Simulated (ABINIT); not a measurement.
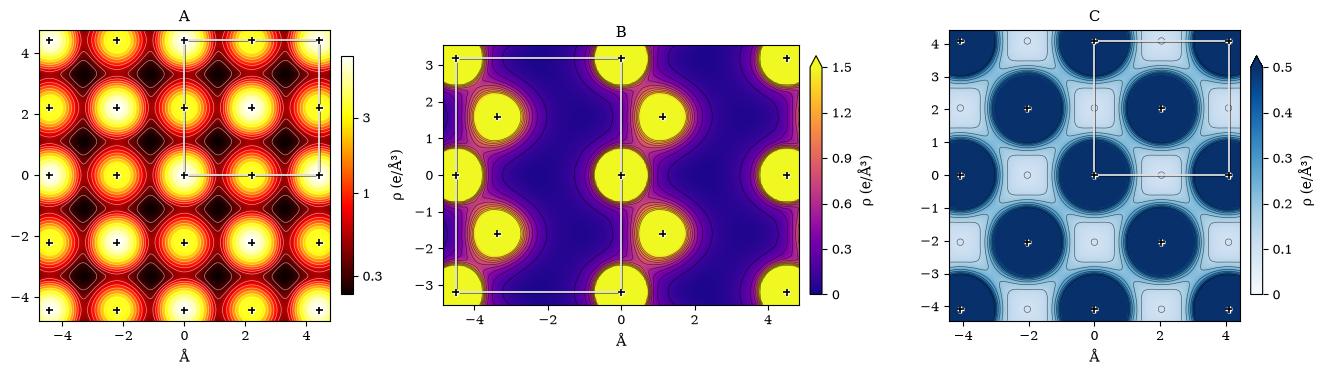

The valence electron density of 3 systems, each on a plane through atoms (crosses mark nuclei in the plane).

These are results of ABINIT, Kohn-Sham DFT of a periodic cell, PBEsol, JTH PAW PBE v2.0, not measurements.

System 1: TaN, the (100) plane of the conventional cell. Space group Fm-3m; a structure from a database of computed crystals, not necessarily the ambient phase; computed pressure about −11 GPa in this cell.

```yaml
crystal:
  lattice:
    - [4.42265, 0.00000, 0.00000]
    - [0.00000, 4.42265, 0.00000]
    - [0.00000, 0.00000, 4.42265]
  atoms:
    - { symbol: Ta, position: [0.50000, 0.00000, 0.00000] }
    - { symbol: Ta, position: [0.00000, 0.50000, 0.00000] }
    - { symbol: Ta, position: [0.00000, 0.00000, 0.50000] }
    - { symbol: Ta, position: [0.50000, 0.50000, 0.50000] }
    - { symbol: N, position: [0.00000, 0.00000, 0.00000] }
    - { symbol: N, position: [0.50000, 0.50000, 0.00000] }
    - { symbol: N, position: [0.50000, 0.00000, 0.50000] }
    - { symbol: N, position: [0.00000, 0.50000, 0.50000] }
```

System 2: GaN, the (011) plane of the conventional cell. Space group F-43m; a structure from a database of computed crystals, not necessarily the ambient phase.

```yaml
crystal:
  lattice:
    - [4.50700, 0.00000, 0.00000]
    - [0.00000, 0.00000, -4.50700]
    - [0.00000, 4.50700, 0.00000]
  atoms:
    - { symbol: Ga, position: [0.50000, 0.50000, 0.00000] }
    - { symbol: Ga, position: [0.00000, 0.50000, 0.50000] }
    - { symbol: Ga, position: [0.00000, 0.00000, 0.00000] }
    - { symbol: Ga, position: [0.50000, 0.00000, 0.50000] }
    - { symbol: N, position: [0.25000, 0.75000, 0.25000] }
    - { symbol: N, position: [0.75000, 0.75000, 0.75000] }
    - { symbol: N, position: [0.75000, 0.25000, 0.25000] }
    - { symbol: N, position: [0.25000, 0.25000, 0.75000] }
```

System 3: Ag, the (100) plane of the conventional cell. Space group Fm-3m.

```
Ag
1.0
     4.08550    0.00000    0.00000
     0.00000    4.08550    0.00000
     0.00000    0.00000    4.08550
Ag
4
Direct
  0.00000 0.00000 0.00000
  0.50000 0.50000 0.00000
  0.50000 0.00000 0.50000
  0.00000 0.50000 0.50000
```

**Which map belongs to which system?**

Panel A is system 1, TaN: the plane holds Ta and N. Ta–N (2.21 Å): the density is about 0.52 e/Å³ at the midpoint. Panel B is system 2, GaN: the plane holds Ga and N. Ga–N (1.95 Å): ρ is about 0.73 e/Å³ halfway. Panel C is system 3, Ag: the plane holds Ag. Ag–Ag (2.89 Å): ρ at the midpoint is about 0.21 e/Å³.
